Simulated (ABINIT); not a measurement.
# KZnF₃: Bethe–Salpeter calculation (part 1 of 2)

KZnF₃ (Pm-3m, 5 atoms in the cell), computed with Kohn-Sham DFT of a periodic cell, LDA, PseudoDojo NC SR LDA v0.4.1 standard, BSE, no spin polarisation (ABINIT 10.8.3).

The structure derives from an entry of the Crystallography Open Database.

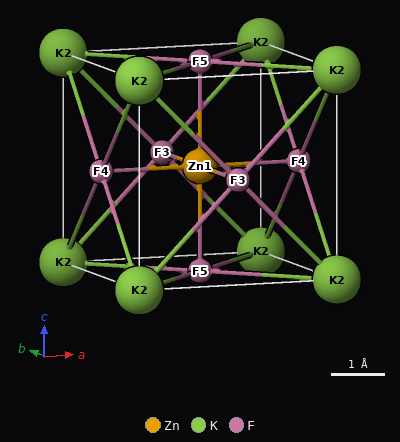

The input geometry (ball-and-stick view of the cell of the calculation, seen slightly off an axis; atoms are numbered from 1 in the order of the input). An atom can appear more than once, as a periodic image.

### Input file
```
# Datasets
ndtset 3

# Pseudopotentials
pp_dirpath "./"
pseudos "Zn.upf, K.upf, F.upf"

# Structure
acell 7.6533908047 7.6533908047 7.6533908047
rprim
     1.0000000000     0.0000000000     0.0000000000
     0.0000000000     1.0000000000     0.0000000000
     0.0000000000     0.0000000000     1.0000000000
ntypat 3
znucl 30 19 9
natom 5
typat 1 2 3 3 3
xred
            1/2            1/2            1/2
            0.0            0.0            0.0
            1/2            0.0            1/2
            0.0            1/2            1/2
            1/2            1/2            0.0

# Plane-wave basis
ecut 40.0

# k points
kptopt 1
ngkpt 4 4 4
nshiftk 1
shiftk 0.11 0.21 0.31
chksymbreak 0
istwfk *1

# Exchange and correlation
ixc 7

# Bands and occupations
occopt 1

# SCF cycle
nstep 80
diemac 6.0

# Output
iomode 3
prteig 0
prtebands 0

# Dataset 1: ground state
nband1 25
tolvrs1 1.0e-12
prtden1 1
prtwf1 0
ngkpt1 4 4 4
nshiftk1 1
shiftk1 0.0 0.0 0.0

# Dataset 2: empty bands at fixed density
iscf2 -2
getden2 1
nband2 34
nbdbuf2 4
tolwfr2 1.0e-12
nstep2 120
prtden2 0

# Dataset 3: Bethe-Salpeter equation, Tamm-Dancoff
optdriver3 99
getwfk3 2
getden3 1
bs_calctype3 1
mbpt_sciss3 1.2 eV
bs_exchange_term3 1
bs_coulomb_term3 0
bs_coupling3 0
bs_algorithm3 1
bs_loband3 23
nband3 28
ecutwfn3 25.0
ecuteps3 5.0
bs_freq_mesh3 0.0 14.0 0.05 eV
zcut3 0.2 eV
inclvkb3 2
```

Machine: 1 thread of Arm Neoverse V2, 112 GiB of memory available, shared host.

Command:
```bash
abinit run.abi > log 2>&1
```

### The program's output
```
.Version 10.8.3 of ABINIT
 DATASET    1 : space group Pm -3 m (#221); Bravais cP (primitive cubic)
================================================================================
 Values of the parameters that define the memory need for DATASET  1.
     intxc =       0    ionmov =       0      iscf =       7    lmnmax =       6
     lnmax =       6     mgfft =      45  mpssoang =       3    mqgrid =    3001
     natom =       5  nloc_mem =       1    nspden =       1   nspinor =       1
    nsppol =       1      nsym =      48    n1xccc =    2501    ntypat =       3
    occopt =       1   xclevel =       1
       mpw =        5452          nfft =       91125          nkpt =          10
================================================================================
================================================================================

 DATASET    2 : space group Pm -3 m (#221); Bravais cP (primitive cubic)
================================================================================
 Values of the parameters that define the memory need for DATASET  2.
     intxc =       0    ionmov =       0      iscf =      -2    lmnmax =       6
     lnmax =       6     mgfft =      45  mpssoang =       3    mqgrid =    3001
     natom =       5  nloc_mem =       1    nspden =       1   nspinor =       1
    nsppol =       1      nsym =      48    n1xccc =    2501    ntypat =       3
    occopt =       1   xclevel =       1
       mpw =        5453          nfft =       91125          nkpt =          64
================================================================================
================================================================================

 DATASET    3 : space group Pm -3 m (#221); Bravais cP (primitive cubic)
================================================================================
 Values of the parameters that define the memory need for DATASET  3.
     intxc =       0    ionmov =       0      iscf =       7    lmnmax =       6
     lnmax =       6     mgfft =      36  mpssoang =       3    mqgrid =    3001
     natom =       5  nloc_mem =       1    nspden =       1   nspinor =       1
    nsppol =       1      nsym =      48    n1xccc =    2501    ntypat =       3
    occopt =       1   xclevel =       1
       mpw =        2691          nfft =       46656          nkpt =          64
================================================================================
================================================================================

--------------------------------------------------------------------------------
------------- Echo of variables that govern the present computation ------------
--------------------------------------------------------------------------------
 -outvars: echo values of preprocessed input variables --------
            acell      7.6533908047E+00  7.6533908047E+00  7.6533908047E+00 Bohr
              amu      6.53900000E+01  3.90983000E+01  1.89984032E+01
     bs_algorithm1          2
     bs_algorithm2          2
     bs_algorithm3          1
  bs_coulomb_term1         11
  bs_coulomb_term2         11
  bs_coulomb_term3          0
     bs_freq_mesh1     0.00000000E+00  0.00000000E+00  3.67493222E-04 Hartree
     bs_freq_mesh2     0.00000000E+00  0.00000000E+00  3.67493222E-04 Hartree
     bs_freq_mesh3     0.00000000E+00  5.14490510E-01  1.83746611E-03 Hartree
        bs_loband1          0
        bs_loband2          0
        bs_loband3         23
      chksymbreak           0
           diemac      6.00000000E+00
             ecut1     4.00000000E+01 Hartree
             ecut2     4.00000000E+01 Hartree
             ecut3     2.50000000E+01 Hartree
          ecuteps1     0.00000000E+00 Hartree
          ecuteps2     0.00000000E+00 Hartree
          ecuteps3     5.00000000E+00 Hartree
          ecutwfn1     0.00000000E+00 Hartree
          ecutwfn2     0.00000000E+00 Hartree
          ecutwfn3     2.50000000E+01 Hartree
           getden1          0
           getden2          1
           getden3          1
           getwfk1          0
           getwfk2          0
           getwfk3          2
             iscf1          7
             iscf2         -2
             iscf3          7
              ixc           7
           jdtset        1    2    3
                       outvar_i_n : Printing only first  50 k-points.
         kptrlatt        4    0    0      0    4    0      0    0    4
          kptrlen      3.06135632E+01
       mbpt_sciss1     0.00000000E+00 Hartree
       mbpt_sciss2     0.00000000E+00 Hartree
       mbpt_sciss3     4.40991866E-02 Hartree
            natom           5
            nband1         25
            nband2         34
            nband3         28
           nbdbuf1          0
           nbdbuf2          4
           nbdbuf3          0
           ndtset           3
            ngfft1         45      45      45
            ngfft2         45      45      45
            ngfft3         36      36      36
             nkpt1         10
             nkpt2         64
             nkpt3         64
           npweps1          0
           npweps2          0
           npweps3        251
            nstep1         80
            nstep2        120
            nstep3         80
             nsym          48
           ntypat           3
        optdriver1          0
        optdriver2          0
        optdriver3         99
           prtden1          1
           prtden2          0
           prtden3          1
        prtebands           0
           prteig           0
            prtwf1          0
            prtwf2          1
            prtwf3          1
           shiftk1     0.00000000E+00  0.00000000E+00  0.00000000E+00
           shiftk2     1.10000000E-01  2.10000000E-01  3.10000000E-01
           shiftk3     1.10000000E-01  2.10000000E-01  3.10000000E-01
          spgroup         221
           tolvrs1     1.00000000E-12
           tolvrs2     0.00000000E+00
           tolvrs3     0.00000000E+00
           tolwfr1     0.00000000E+00
           tolwfr2     1.00000000E-12
           tolwfr3     0.00000000E+00
            typat      1  2  3  3  3
                       outvars : Printing only first  50 k-points.
           xangst      2.0249999986E+00  2.0249999986E+00  2.0249999986E+00
                       0.0000000000E+00  0.0000000000E+00  0.0000000000E+00
                       2.0249999986E+00  0.0000000000E+00  2.0249999986E+00
                       0.0000000000E+00  2.0249999986E+00  2.0249999986E+00
                       2.0249999986E+00  2.0249999986E+00  0.0000000000E+00
            xcart      3.8266954023E+00  3.8266954023E+00  3.8266954023E+00
                       0.0000000000E+00  0.0000000000E+00  0.0000000000E+00
                       3.8266954023E+00  0.0000000000E+00  3.8266954023E+00
                       0.0000000000E+00  3.8266954023E+00  3.8266954023E+00
                       3.8266954023E+00  3.8266954023E+00  0.0000000000E+00
             xred      5.0000000000E-01  5.0000000000E-01  5.0000000000E-01
                       0.0000000000E+00  0.0000000000E+00  0.0000000000E+00
                       5.0000000000E-01  0.0000000000E+00  5.0000000000E-01
                       0.0000000000E+00  5.0000000000E-01  5.0000000000E-01
                       5.0000000000E-01  5.0000000000E-01  0.0000000000E+00
             zcut1     3.67493260E-03 Hartree
             zcut2     3.67493260E-03 Hartree
             zcut3     7.34986444E-03 Hartree
            znucl       30.00000   19.00000    9.00000

================================================================================

 chkinp: Checking input parameters for consistency, jdtset=   1.

 chkinp: Checking input parameters for consistency, jdtset=   2.

 chkinp: Checking input parameters for consistency, jdtset=   3.

================================================================================
== DATASET  1 ==================================================================

--- !DatasetInfo
iteration_state: {dtset: 1, }
dimensions: {natom: 5, nkpt: 10, mband: 25, nsppol: 1, nspinor: 1, nspden: 1, mpw: 5452, }
cutoff_energies: {ecut:  40.0, pawecutdg:  -1.0, }
electrons: {nelect:   5.00000000E+01, charge:   0.00000000E+00, occopt:   1.00000000E+00, tsmear:   1.00000000E-02, }
meta: {optdriver: 0, ionmov: 0, optcell: 0, iscf: 7, paral_kgb: 0, }
...

 Exchange-correlation functional for the present dataset will be:
  LDA: Perdew-Wang 92 LSD fit to Ceperley-Alder data - ixc=7
  J.P.Perdew and Y.Wang, PRB 45, 13244 (1992)

 Real(R)+Recip(G) space primitive vectors, cartesian coordinates (Bohr,Bohr^-1):
 R(1)=  7.6533908  0.0000000  0.0000000  G(1)=  0.1306610  0.0000000  0.0000000
 R(2)=  0.0000000  7.6533908  0.0000000  G(2)=  0.0000000  0.1306610  0.0000000
 R(3)=  0.0000000  0.0000000  7.6533908  G(3)=  0.0000000  0.0000000  0.1306610
 Unit cell volume ucvol=  4.4829270E+02 bohr^3
 Angles (23,13,12)=  9.00000000E+01  9.00000000E+01  9.00000000E+01 degrees

 getcut: wavevector=  0.0000  0.0000  0.0000  ngfft=  45  45  45
         ecut(hartree)=     40.000   => boxcut(ratio)=   2.01931

--- Pseudopotential description ------------------------------------------------
- pspini: atom type   1  psp file is ./Zn.upf
  30.00000  20.00000  180309                  znucl, zion, pspdat
12 -1012 2 -1 1296                            pspcod,pspxc,lmax,lloc,mmax
     nproj     2     2     2

- pspini: atom type   2  psp file is ./K.upf
  19.00000   9.00000  180309                  znucl, zion, pspdat
12 -1012 2 -1 2170                            pspcod,pspxc,lmax,lloc,mmax
     nproj     2     2     2

- pspini: atom type   3  psp file is ./F.upf
   9.00000   7.00000  201202                  znucl, zion, pspdat
12 -1012 2 -1 824                             pspcod,pspxc,lmax,lloc,mmax
     nproj     2     2     1

   2.48925671E+03                                ecore*ucvol(ha*bohr**3)
--------------------------------------------------------------------------------

================================================================================

--- !BeginCycle
iteration_state: {dtset: 1, }
solver: {iscf: 7, nstep: 80, nline: 4, wfoptalg: 0, }
tolerances: {tolvrs: 1.00E-12, }
...

     iter   Etot(hartree)      deltaE(h)  residm     vres2
 ETOT  1  -299.72834627735    -2.997E+02 2.339E-01 4.244E+04
 ETOT  2  -292.15413091767     7.574E+00 3.672E-01 1.053E+05
 ETOT  3  -309.35652846178    -1.720E+01 4.406E-01 1.384E+04
 ETOT  4  -311.79997478545    -2.443E+00 4.545E-01 5.003E+03
 ETOT  5  -312.38408046341    -5.841E-01 3.844E-01 2.579E+03
 ETOT  6  -312.66299419441    -2.789E-01 4.247E-02 1.168E+03
 ETOT  7  -312.71953470726    -5.654E-02 7.558E-04 7.127E+02
 ETOT  8  -312.72810290622    -8.568E-03 8.958E-02 6.624E+02
 ETOT  9  -312.73579587349    -7.693E-03 2.537E-02 6.169E+02
 ETOT 10  -312.78798021057    -5.218E-02 8.890E-03 4.585E+01
 ETOT 11  -312.79013475044    -2.155E-03 1.602E-05 3.493E+01
 ETOT 12  -312.79405761045    -3.923E-03 1.728E-04 4.857E+00
 ETOT 13  -312.79432364908    -2.660E-04 1.991E-05 1.190E+00
 ETOT 14  -312.79435961159    -3.596E-05 2.776E-06 4.795E-01
 ETOT 15  -312.79438635969    -2.675E-05 8.990E-07 8.636E-02
 ETOT 16  -312.79439138378    -5.024E-06 9.666E-07 1.517E-04
 ETOT 17  -312.79439143696    -5.318E-08 2.048E-09 7.623E-06
 ETOT 18  -312.79439143872    -1.766E-09 8.986E-11 4.897E-07
 ETOT 19  -312.79439143885    -1.319E-10 1.167E-11 1.383E-08
 ETOT 20  -312.79439143886    -4.718E-12 2.803E-13 1.189E-09
 ETOT 21  -312.79439143886     5.684E-13 1.002E-14 4.102E-11
 ETOT 22  -312.79439143886    -5.002E-12 1.972E-16 3.861E-13

 At SCF step   22       vres2   =  3.86E-13 < tolvrs=  1.00E-12 =>converged.

 Cartesian components of stress tensor (hartree/bohr^3)
  sigma(1 1)=  1.78238300E-04  sigma(3 2)=  0.00000000E+00
  sigma(2 2)=  1.78238300E-04  sigma(3 1)=  0.00000000E+00
  sigma(3 3)=  1.78238300E-04  sigma(2 1)=  0.00000000E+00

--- !ResultsGS
iteration_state: {dtset: 1, }
comment   : Summary of ground state results
lattice_vectors:
- [  7.6533908,   0.0000000,   0.0000000, ]
- [  0.0000000,   7.6533908,   0.0000000, ]
- [  0.0000000,   0.0000000,   7.6533908, ]
lattice_lengths: [   7.65339,    7.65339,    7.65339, ]
lattice_angles: [ 90.000,  90.000,  90.000, ] # degrees, (23, 13, 12)
lattice_volume:   4.4829270E+02
convergence: {deltae: -5.002E-12, res2:  3.861E-13, residm:  1.972E-16, diffor: null, }
etotal    :  -3.12794391E+02
entropy   :   0.00000000E+00
fermie    :   5.80488990E-02
cartesian_stress_tensor: # hartree/bohr^3
- [  1.78238300E-04,   0.00000000E+00,   0.00000000E+00, ]
- [  0.00000000E+00,   1.78238300E-04,   0.00000000E+00, ]
- [  0.00000000E+00,   0.00000000E+00,   1.78238300E-04, ]
pressure_GPa:  -5.2440E+00
xred      :
- [  5.0000E-01,   5.0000E-01,   5.0000E-01, Zn]
- [  0.0000E+00,   0.0000E+00,   0.0000E+00,  K]
- [  5.0000E-01,   0.0000E+00,   5.0000E-01,  F]
- [  0.0000E+00,   5.0000E-01,   5.0000E-01,  F]
- [  5.0000E-01,   5.0000E-01,   0.0000E+00,  F]
cartesian_forces: # hartree/bohr
- [ -0.00000000E+00,  -0.00000000E+00,  -0.00000000E+00, ]
- [ -0.00000000E+00,  -0.00000000E+00,  -0.00000000E+00, ]
- [ -0.00000000E+00,  -0.00000000E+00,  -0.00000000E+00, ]
- [ -0.00000000E+00,  -0.00000000E+00,  -0.00000000E+00, ]
- [ -0.00000000E+00,  -0.00000000E+00,  -0.00000000E+00, ]
force_length_stats: {min:   0.00000000E+00, max:   0.00000000E+00, mean:   0.00000000E+00, }
...

 Integrated electronic density in atomic spheres:
 ------------------------------------------------
 Atom  Sphere_radius  Integrated_density
    1        2.00000         18.08211232
    2        2.00000          6.91957987
    3        2.00000          7.03627812
    4        2.00000          7.03627812
    5        2.00000          7.03627812
================================================================================

 ----iterations are completed or convergence reached----

 Mean square residual over all n,k,spin=   19.953E-18; max=  19.720E-17
 reduced coordinates (array xred) for    5 atoms
       0.500000000000      0.500000000000      0.500000000000
       0.000000000000      0.000000000000      0.000000000000
       0.500000000000      0.000000000000      0.500000000000
       0.000000000000      0.500000000000      0.500000000000
       0.500000000000      0.500000000000      0.000000000000
 rms dE/dt=  0.0000E+00; max dE/dt=  0.0000E+00; dE/dt below (all hartree)
    1       0.000000000000      0.000000000000      0.000000000000
    2       0.000000000000      0.000000000000      0.000000000000
    3       0.000000000000      0.000000000000      0.000000000000
    4       0.000000000000      0.000000000000      0.000000000000
    5       0.000000000000      0.000000000000      0.000000000000
```
